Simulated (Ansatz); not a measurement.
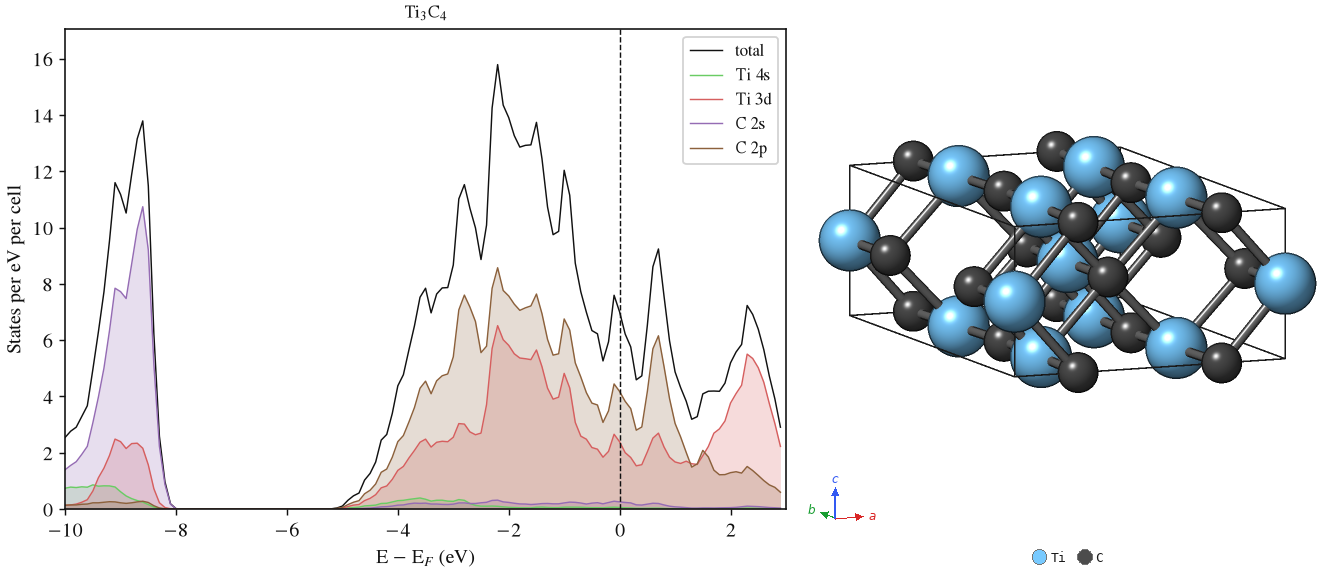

Density of states, beside the structure. Energies are counted from the Fermi level. The partial curves are projected on Löwdin-orthogonalised atomic shells.

System: Ti3C4, space group Cm (No. 8), 14 atoms in the cell.

```cif
data_structure
_symmetry_space_group_name_H-M 'Cmmm'
_symmetry_Int_Tables_number 65
_cell_length_a 6.0011
_cell_length_b 8.6168
_cell_length_c 3.1055
_cell_angle_alpha 90.000
_cell_angle_beta 90.000
_cell_angle_gamma 90.000
_cell_volume 160.59
loop_
_atom_site_label
_atom_site_type_symbol
_atom_site_symmetry_multiplicity
_atom_site_Wyckoff_symbol
_atom_site_fract_x
_atom_site_fract_y
_atom_site_fract_z
_atom_site_occupancy
Ti1 Ti 2 d 0.00000 0.00000 0.50000 1
Ti2 Ti 4 e 0.25000 0.75000 0.00000 1
C1 C 4 j 0.00000 0.75412 0.50000 1
C2 C 4 g 0.76532 0.00000 0.00000 1
```

Level of theory: DFT PBE, scalar-relativistic, plane waves, PAW, no spin polarisation, 7×7×7 k mesh, 420 eV cutoff; code Ansatz 0.2.0.

Question: What is the density of states at the Fermi level?

Answer: It is a metal. The density of states at the Fermi level is about 6.5 per eV and cell (mean within 0.25 eV), or 0.46 per atom.

Question: Which states dominate at the Fermi level?

Answer: By projected weight, the states within 0.3 eV of the Fermi level are C 2p (60 %) and Ti 3d (35 %).
